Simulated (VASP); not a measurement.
The compound is CuO (space group C2/c, No. 15), taken as an entry of the Crystallography Open Database, as set up for an electronic-structure calculation.

Space group C2/c (No. 15). a = 4.684 Å, b = 3.423 Å, c = 5.129 Å, α = 90.00°, β = 99.54°, γ = 90.00°
```json
{"atom": "Cu", "site": "4c", "symmetry": "-1", "x": "0.7500", "y": "0.2500", "z": "0.5000"}
{"atom": "O", "site": "4e", "symmetry": "2", "x": "0.5000", "y": "0.0816", "z": "0.7500"}
```

Bonds are taken as Cu–O below 2.2 Å; no other contact counts. The graph is simplified in the usual way: terminal and isolated atoms are pruned, two-connected atoms become edges.

Derive the underlying net.

The result is a binodal (4,4)-connected, three-periodic net: O is a 4-connected node; Cu is a 4-connected node, in the ratio 1:1. It is the pts net, known from cooperite, PtS. It is a single net, without interpenetration.

| node | links | point symbol | coordination sequence |
| --- | --- | --- | --- |
| O | 4 | 4^2.8^4 | 4 10 24 42 |
| Cu | 4 | 4^2.8^4 | 4 10 24 42 |

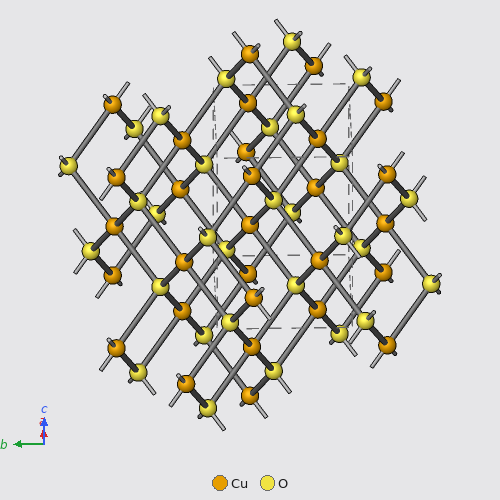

Nodes are coloured by topological kind. Edges to nodes outside the piece are drawn as stubs.
